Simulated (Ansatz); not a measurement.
Input

```
crystal:
  lattice:
    - [2.9861255625, 0.0, 0.0]
    - [-1.4930627813, 2.586060596, 0.0]
    - [0.0, 0.0, 24.752645248]
  atoms:
    - { symbol: Ta, position: [0.6666666667, 0.3333333333, 0.302997919] }
    - { symbol: Ta, position: [0.3333333333, 0.6666666667, 0.4014989595] }
    - { symbol: Ta, position: [0.0, 0.0, 0.5] }
    - { symbol: Ta, position: [0.6666666667, 0.3333333333, 0.5985010405] }
    - { symbol: Ta, position: [0.3333333333, 0.6666666667, 0.697002081] }
basis:
  ecutwfc: 420
kpoints:
  mp_grid: { grid: [12, 12, 1] }
hamiltonian:
  xc: pbe
scf:
  occupations: { method: gaussian, width: 0.1 }
output:
  forces: true
  stress: true
  eigenvalues: true
  write_density: true
  write_potential: true
  elf: true
  volumetric_format: npy
efield:
  axis: 3
  dipole_correction: true
  ramp_width: 0.04
```

Command:

```sh
ansatz run input.yaml --threads 1 --pin off --max-ram 2560MiB --backend cpu --events-out ev --progress --plain --runs-dir out
```

Computed without spin polarisation.

Computed with Ansatz 0.2.0, DFT PBE, scalar-relativistic, plane waves, PAW.

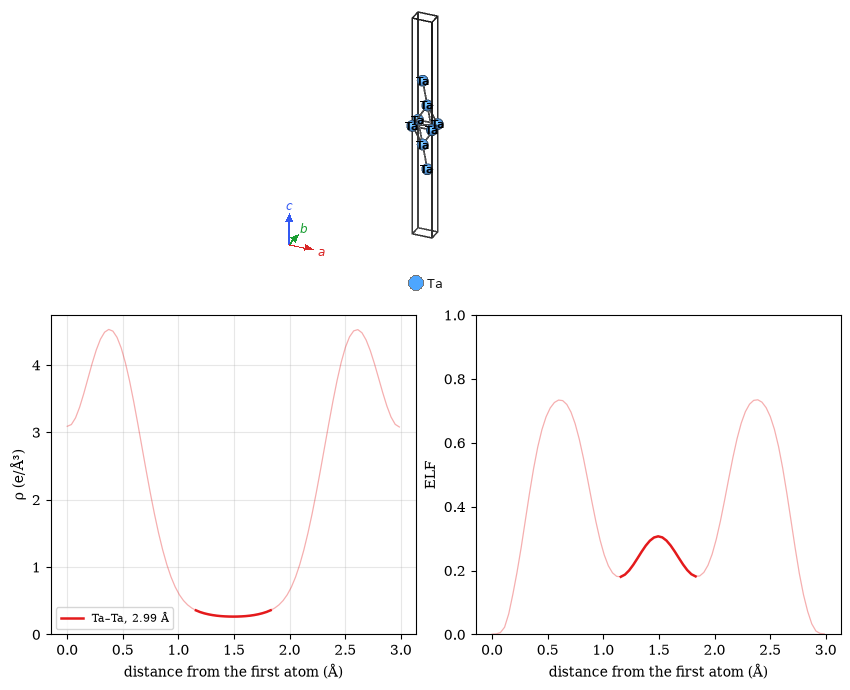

Ta (slab). Valence pseudo-density and electron localisation function along straight lines between neighbouring atoms. Thin, pale parts lie inside the atomic spheres. The structure is drawn too.

The density is the valence pseudo-density of a PAW calculation; it isn't the true density close to the nuclei.

### What can be read from the curves?

Ta–Ta (2.99 Å): ρ at the midpoint is about 0.27 e/Å³; the ELF is about 0.30 at the midpoint.
